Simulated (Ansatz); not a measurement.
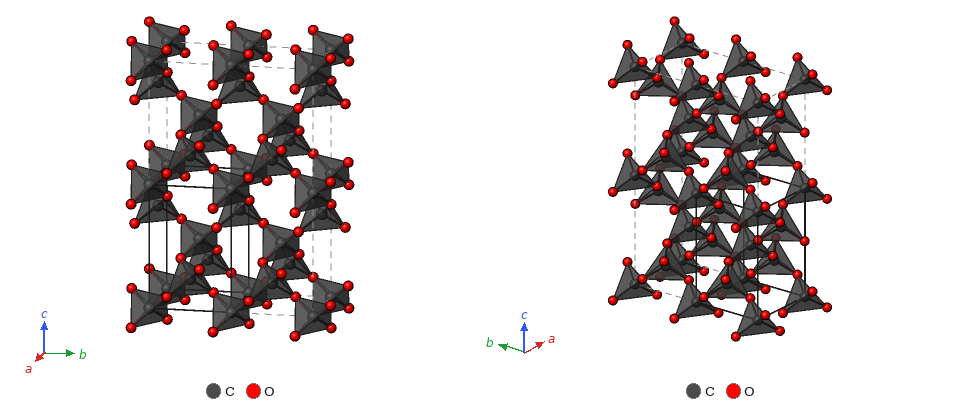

Polyhedra are drawn about C (bonds: C–O below 1.6 Å); other atoms are plain spheres. Two views of the same piece.

System CO₂ (space group I-42d, No. 122); source of the atomic positions: a calculation's input that goes back to an entry of the Crystallography Open Database (an earlier step may have relaxed or displaced it).

Sharing among the drawn polyhedra:

| site | polyhedron | corner-sharing neighbours | edge-sharing | face-sharing | bond (Å) |
| --- | --- | --- | --- | --- | --- |
| C | CO4 tetrahedron | 4 | 0 | 0 | 1.39 |

They form a three-dimensional framework of corner-sharing tetrahedra.
